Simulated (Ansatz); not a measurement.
**Two runs on Ni**

System: Ni (Fm-3m, 1 atom in the cell).
Method of the first run: Kohn-Sham DFT of a periodic cell, PBE with D4, all-electron LAPW, scalar-relativistic, spin-polarised (Ansatz 0.2.0).

The structure derives from a Materials Project entry. Text and figures count atoms from 1; the logs count them from 0 in places.

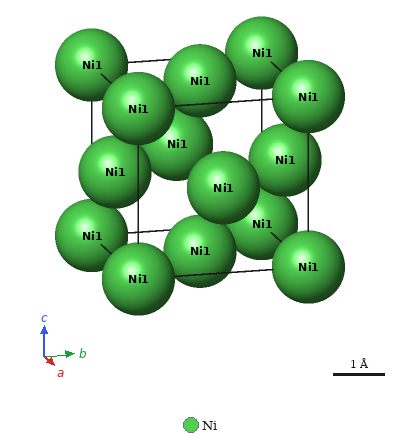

**Figure 1.** The starting structure (spheres-only view of the cell 4 times as large as that of the calculation, set on its symmetry axes, seen slightly off an axis; atoms are numbered from 1 in the order of the input). An atom can appear more than once, as a periodic image.

### Input file, the first run
```yaml
crystal:
  lattice:
    - [0.0, 1.737572933, 1.737572933]
    - [1.737572933, 0.0, 1.737572933]
    - [1.737572933, 1.737572933, 0.0]
  atoms:
    - { symbol: Ni, position: [0.0, 0.0, 0.0], spin: 1.0 }
kpoints:
  mp_grid: { grid: [13, 13, 13] }
scf:
  occupations: { method: fermi_dirac, width: 0.05 }
hamiltonian:
  xc: pbe
  dispersion: d4
  pseudopotentials: { kind: all_electron, lapw: { basis_error: 0.001 } }
magnetization:
  spin_polarized: true
output:
  forces: true
  stress: true
relax:
  f_tol: 0.02
  max_steps: 60
  cell: {}
```

Command:
```bash
ansatz run input.yaml --threads 2 --pin off --max-ram 6144MiB --backend cpu --events-out ev --progress --plain --runs-dir out
```

Hardware: 2 threads of Arm Neoverse V2, 24 GiB of memory available, shared host.

### Output, shortened to warnings, some set-up lines, iterations and results (the first run)
```
Basis set: ecut = 343.3137125984174 eV, 169 PW (Γ), exchange–correlation at level 2
Symmetry: 48 space group operations
k-points: 84 of 2197
Initial density: superposition of atomic densities (chi_scale 0.1, normalization cell)
[...]
SCF iter   1: F=—  HF=-41383.288311 eV  |F-HF|=—  |Δ(HF+E_count)|=         —  Δρ=1.54e-2 (↑1.49e-2 ↓1.54e-2)  dr2=1.58e-3  dr2_m=2.16e-2  M=0.698 μB ∫|m|=0.764 μB  β_m=0.30  …
SCF iter   2: F=—  HF=-41383.321535 eV  |F-HF|=—  |Δ(HF+E_count)|=         —  Δρ=1.41e-2 (↑1.39e-2 ↓1.41e-2)  dr2=7.62e-4  dr2_m=1.86e-2  M=0.638 μB ∫|m|=0.693 μB  β_m=0.30  …
SCF iter   3: F=—  HF=-41383.324463 eV  |F-HF|=—  |Δ(HF+E_count)|=   2.93e-3  Δρ=9.93e-3 (↑9.81e-3 ↓9.93e-3)  dr2=3.48e-4  dr2_m=9.25e-3  M=0.636 μB ∫|m|=0.697 μB  β_m=0.64  …
SCF iter   4: F=—  HF=-41383.329498 eV  |F-HF|=—  |Δ(HF+E_count)|=   5.03e-3  Δρ=3.82e-4 (↑3.82e-4 ↓3.40e-4)  dr2=2.31e-6  dr2_m=1.13e-5  M=0.629 μB ∫|m|=0.709 μB  β_m=0.69  …
SCF iter   5: F=—  HF=-41383.329802 eV  |F-HF|=—  |Δ(HF+E_count)|=         —  Δρ=3.95e-4 (↑1.48e-4 ↓3.95e-4)  dr2=1.13e-5  dr2_m=2.75e-6  M=0.630 μB ∫|m|=0.712 μB  β_m=0.69  …
[... 20 lines ...]
SCF iter   1: F=—  HF=-41383.330084 eV  |F-HF|=—  |Δ(HF+E_count)|=         —  Δρ=6.35e-7 (↑3.05e-7 ↓6.35e-7)  dr2=3.66e-11  dr2_m=2.79e-12  M=0.630 μB ∫|m|=0.716 μB  β_m=0.65 …
SCF iter   2: F=—  HF=-41383.330084 eV  |F-HF|=—  |Δ(HF+E_count)|=   3.28e-9  Δρ=3.92e-7 (↑1.18e-7 ↓3.92e-7)  dr2=6.34e-12  dr2_m=4.54e-12  M=0.630 μB ∫|m|=0.716 μB  β_m=0.56 …
SCF iter   3: F=-41383.330084 eV  HF=-41383.330084 eV  |F-HF|=4.39e-9  |Δ(HF+E_count)|=   2.76e-9  Δρ=1.37e-6 (↑8.05e-7 ↓1.37e-6)  dr2=2.11e-10  dr2_m=1.73e-11  M=0.630 μB …
SCF 4 converged in 3 iterations: F = -41383.330084 eV  dr2 = 2.11e-10
relax step   4: F+E_penalty+E_count = -41383.33008368 eV  Δ(F+E_penalty+E_count) = +5.599e-8 eV  max|allowed force component| = 0.000e0 eV/Å  Δτ_max = 0.0000 Å  P = +0.007 …
basis re-selected at this cell: Δ(F+E_penalty+E_count) = +5.599e-8 eV, ΔP = -0.001 GPa vs the last step (what re-selecting the basis moved, after the strain that the cell walked since its last selection, with what the two solves' SCF thresholds leave and, on support functions, any second-order …
SCF converged after 3 iterations
Magnetization: 0.6303 μB (9.3151 up, 8.6849 down)
Absolute magnetization: 0.7160 μB (∫|ρ↑−ρ↓|)
Spin contamination: 0.0065 ħ² per cell (⟨S²⟩ above its minimum at these occupations)
Per-site moments (μB) at R_I (Å): [(0.6594362441551578, 1.1942872262171211)]
Free energy (F): -41383.330084 eV
Harris-Foulkes:  -41383.330084 eV  (|F-HF|=4.39e-9)
Internal energy: -41383.317519 eV  (E = F + TS)
E sigma→0 (E₀):  -41383.323801 eV
Entropy (-TS):   -0.012565 eV (-12.565 meV/atom)
Fermi energy:    19.014137 eV
--- Per-component energies (eV) ---
  E_band       = -270.717908
  E_kinetic    = 42046.815918
  E_xc         = -1731.089340
  E_electrostatic = -81698.576391  (all electrons and nuclei)
  E_disp       = -0.467705  (pairwise vdW)
  E_smearing   = -0.012565  (= −TS)
  E_closure    = 0.000000  (closes the sum)
  E_atoms      = -41375.755904  (free atoms, spherical and without spin; not in F)
  Σ components = -41383.330084   (vs F -41383.330084, Δ=0.00e0)
  Basis errors (estimates in eV, not in F): energy 2.4e-4 per atom: plane waves 2.2e-4 (1.1e-4 summed), levels above the bands 9.6e-175, relativity 9.6e-9, radial functions 2.6e-5, core shells 1.4e-9; eigenvalues (radial functions only) 2.0e-6; not estimated: angular momenta, meshes, grids; target …
--- Forces (eV/Å), atoms counted from 1 ---
  atom   1  Ni    -0.00000000    -0.00000000    -0.00000000
  max |Σ_I F_I| component: 1.54e-32 eV/Å
--- Stress (GPa, compression-positive) ---
        0.006634      -0.000000       0.000000
       -0.000000       0.006634      -0.000000
        0.000000      -0.000000       0.006634
  P = ⅓ Tr σ = 0.0066 GPa (0.066 kbar)
--- Relaxed structure (3 steps of the walk, 3 accepted, 1 SCFs on fresh bases) ---
  F+E_penalty+E_count = -41383.33008368 eV   max|allowed force component| = 0.000e0 eV/Å   (the final SCF, on the basis selected at the relaxed cell)
  cell:  # Å, volume = 10.5581 Å³
    - [3.7578368742604974e-34, 1.7412136266525062, 1.7412136266525062]
    - [1.7412136266525062, 3.821529024671692e-35, 1.7412136266525062]
[...]
```

For the second run the input was changed thus:
```diff
-  xc: pbe
-  dispersion: d4
+  xc: revpbe
+  dispersion: d3bj
```

Predict how the results change.

The total energies belong to different models, so their difference says nothing on which is more stable or more accurate. The volume per atom goes from 10.56 to 10.38 Å³. The functional changes from PBE to revPBE. The SCF takes 24 iterations over all geometry steps against 22.

### Output, shortened to warnings, some set-up lines, iterations and results (the second run)
```
Basis set: ecut = 343.3058259805154 eV, 169 PW (Γ), exchange–correlation at level 2
Symmetry: 48 space group operations
k-points: 84 of 2197
Initial density: superposition of atomic densities (chi_scale 0.1, normalization cell)
[...]
SCF iter   1: F=—  HF=-41387.306646 eV  |F-HF|=—  |Δ(HF+E_count)|=         —  Δρ=1.52e-2 (↑1.47e-2 ↓1.52e-2)  dr2=1.48e-3  dr2_m=2.10e-2  M=0.702 μB ∫|m|=0.769 μB  β_m=0.30  …
SCF iter   2: F=—  HF=-41387.339681 eV  |F-HF|=—  |Δ(HF+E_count)|=         —  Δρ=1.40e-2 (↑1.38e-2 ↓1.40e-2)  dr2=7.17e-4  dr2_m=1.84e-2  M=0.640 μB ∫|m|=0.697 μB  β_m=0.30  …
SCF iter   3: F=—  HF=-41387.343133 eV  |F-HF|=—  |Δ(HF+E_count)|=   3.45e-3  Δρ=9.87e-3 (↑9.78e-3 ↓9.87e-3)  dr2=3.30e-4  dr2_m=9.17e-3  M=0.637 μB ∫|m|=0.702 μB  β_m=0.64  …
SCF iter   4: F=—  HF=-41387.348914 eV  |F-HF|=—  |Δ(HF+E_count)|=   5.78e-3  Δρ=4.17e-4 (↑4.17e-4 ↓3.76e-4)  dr2=2.46e-6  dr2_m=1.37e-5  M=0.631 μB ∫|m|=0.715 μB  β_m=0.72  …
SCF iter   5: F=—  HF=-41387.349294 eV  |F-HF|=—  |Δ(HF+E_count)|=         —  Δρ=4.32e-4 (↑1.48e-4 ↓4.32e-4)  dr2=1.32e-5  dr2_m=3.26e-6  M=0.632 μB ∫|m|=0.719 μB  β_m=0.72  …
[... 22 lines ...]
SCF iter   1: F=—  HF=-41387.350118 eV  |F-HF|=—  |Δ(HF+E_count)|=         —  Δρ=3.08e-7 (↑7.12e-8 ↓3.08e-7)  dr2=2.24e-12  dr2_m=3.26e-12  M=0.631 μB ∫|m|=0.720 μB  β_m=0.65 …
SCF iter   2: F=—  HF=-41387.350118 eV  |F-HF|=—  |Δ(HF+E_count)|=  4.95e-10  Δρ=1.57e-7 (↑1.21e-7 ↓1.57e-7)  dr2=8.81e-14  dr2_m=1.78e-12  M=0.631 μB ∫|m|=0.720 μB  β_m=0.65 …
SCF iter   3: F=-41387.350118 eV  HF=-41387.350118 eV  |F-HF|=3.06e-10  |Δ(HF+E_count)|=  1.46e-11  Δρ=3.68e-7 (↑1.61e-7 ↓3.68e-7)  dr2=1.21e-11  dr2_m=1.62e-12  M=0.631 μB …
SCF 4 converged in 3 iterations: F = -41387.350118 eV  dr2 = 1.21e-11
relax step   4: F+E_penalty+E_count = -41387.35011806 eV  Δ(F+E_penalty+E_count) = -1.592e-7 eV  max|allowed force component| = 0.000e0 eV/Å  Δτ_max = 0.0000 Å  P = +0.029 …
basis re-selected at this cell: Δ(F+E_penalty+E_count) = -1.592e-7 eV, ΔP = +0.000 GPa vs the last step (what re-selecting the basis moved, after the strain that the cell walked since its last selection, with what the two solves' SCF thresholds leave and, on support functions, any second-order …
SCF converged after 3 iterations
Magnetization: 0.6305 μB (9.3153 up, 8.6847 down)
Absolute magnetization: 0.7201 μB (∫|ρ↑−ρ↓|)
Spin contamination: 0.0068 ħ² per cell (⟨S²⟩ above its minimum at these occupations)
Per-site moments (μB) at R_I (Å): [(0.6607871239362204, 1.1874734111407388)]
Free energy (F): -41387.350118 eV
Harris-Foulkes:  -41387.350118 eV  (|F-HF|=3.06e-10)
Internal energy: -41387.337915 eV  (E = F + TS)
E sigma→0 (E₀):  -41387.344017 eV
Entropy (-TS):   -0.012203 eV (-12.203 meV/atom)
Fermi energy:    19.527425 eV
--- Per-component energies (eV) ---
  E_band       = -262.831147
  E_kinetic    = 42052.149806
  E_xc         = -1734.981446
  E_electrostatic = -81703.568984  (all electrons and nuclei)
  E_disp       = -0.937291  (pairwise vdW)
  E_smearing   = -0.012203  (= −TS)
  E_closure    = 0.000000  (closes the sum)
  E_atoms      = -41379.732296  (free atoms, spherical and without spin; not in F)
  Σ components = -41387.350118   (vs F -41387.350118, Δ=0.00e0)
  Basis errors (estimates in eV, not in F): energy 2.5e-4 per atom: plane waves 2.2e-4 (1.2e-4 summed), levels above the bands 2.3e-176, relativity 1.3e-8, radial functions 3.0e-5, core shells 1.7e-9; eigenvalues (radial functions only) 2.1e-6; not estimated: angular momenta, meshes, grids; target …
--- Forces (eV/Å), atoms counted from 1 ---
  atom   1  Ni    -0.00000000     0.00000000     0.00000000
  max |Σ_I F_I| component: 1.54e-32 eV/Å
--- Stress (GPa, compression-positive) ---
        0.029437       0.000000       0.000000
        0.000000       0.029437      -0.000000
        0.000000      -0.000000       0.029437
  P = ⅓ Tr σ = 0.0294 GPa (0.294 kbar)
--- Relaxed structure (3 steps of the walk, 3 accepted, 1 SCFs on fresh bases) ---
  F+E_penalty+E_count = -41387.35011806 eV   max|allowed force component| = 0.000e0 eV/Å   (the final SCF, on the basis selected at the relaxed cell)
  cell:  # Å, volume = 10.3784 Å³
    - [-2.5476860164477947e-35, 1.7312794103266074, 1.7312794103266074]
    - [1.7312794103266074, 6.45679174793488e-34, 1.7312794103266074]
[...]
```

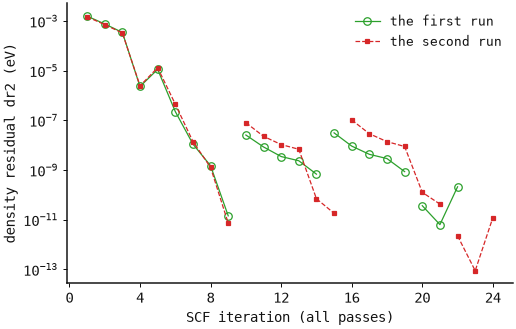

**Figure 2.** Convergence of the two runs: density residual dr2 against the SCF iteration. A break in a curve parts two SCF passes. The first run takes 22 iterations in all, and the second run takes 24.

### The two runs side by side

| quantity | the first run | the second run |
| --- | --- | --- |
| outcome | converged | converged |
| free energy per atom (eV) | −41383.3301 | −41387.3501 |
| energy per atom, smearing taken to zero (eV) | −41383.3238 | −41387.3440 |
| net moment of the cell (μB) | 0.63 | 0.63 |
| absolute moment of the cell (μB) | 0.72 | 0.72 |
| pressure (GPa) | 0.01 | 0.03 |
| volume per atom (Å³) | 10.56 | 10.38 |
| largest force (eV/Å) | 0.000 | 0.000 |
| SCF iterations | 22 | 24 |
| irreducible k-points | 84 | 84 |
| wall time (shared host) | 22 s | 23 s |
